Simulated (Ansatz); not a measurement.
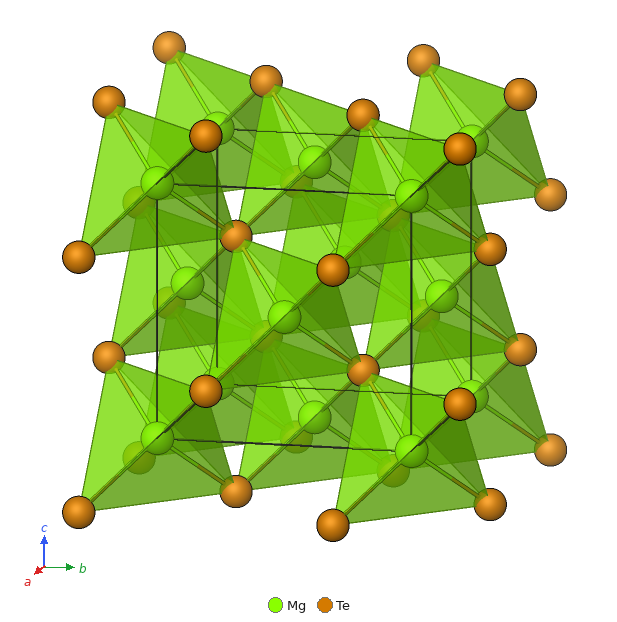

The crystal in a polyhedral representation, seen slightly off an axis. The conventional unit cell is outlined; an atom on or near a face, edge or corner is repeated at each equivalent position. Some neighbours outside the box are added. Cell: a = 5.869 Å, b = 5.869 Å, c = 5.869 Å, α = 90.00°, β = 90.00°, γ = 90.00°.

Its composition is MgTe. The space group is F-43m (No. 216); the lattice is face-centred cubic. In terms of structure types, this is zinc blende (sphalerite type). Counting shared atoms by their share gives 4 Mg, 4 Te, or 8 atoms. The polyhedra are MgTe4 tetrahedra; they share corners. Each Mg has four Te in a tetrahedral arrangement at about 2.5 Å. The neighbours of Te are four Mg in a tetrahedral arrangement at about 2.5 Å. The bonds build a three-dimensional framework.

The structure was taken from a structure listed in the Materials Project. It was relaxed with DFT PBE, scalar-relativistic, plane waves, PAW (Ansatz 0.2.0) under a constraint or pressure on the cell, so some stress remains.

At this level of theory the cell isn't at rest (compressed, at 20 GPa), so its distances can differ from those at equilibrium, the more so the softer the solid.
